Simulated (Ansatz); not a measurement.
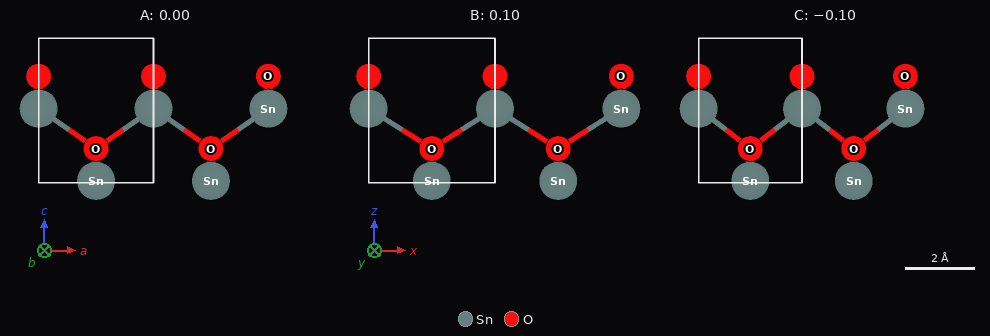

Solid SnO (Pmn2_1): the cell is strained along x alone, with the atoms kept at their fractional coordinates. x, y and z are the Cartesian axes of the input. A ball-and-stick model of the cell of the calculation, repeated 2 × 1 × 1 with one cell outlined, seen along the b axis.

Method: Ansatz 0.2.0, DFT LDA, scalar-relativistic, plane waves, PAW. (plane-wave cutoff 420 eV; k-point mesh 8 × 6 × 6; occupations gaussian; smearing width 0.05 eV; no spin polarisation). Energies (free energies at the smearing named) are counted from the cell as listed in its source, which wasn't relaxed.

> Rank the frames from lowest to highest energy.

Lowest first: A (the strain 0.00, 0.0 meV/atom), C (the strain −0.10, 35.2 meV/atom), B (the strain 0.10, 142.9 meV/atom). Over the whole scan: the lowest computed point lies at the strain −0.05 (−15.5 meV/atom). The end points stand at 35.2 meV/atom (−0.10) and 142.9 meV/atom (0.10). The unrelaxed reference is under a pressure of −5.5 GPa, which tilts the curve. The distortion keeps the space group Pmn2_1. At the strain −0.10 the cell of the drawing goes a 3.355 → 3.020 Å.
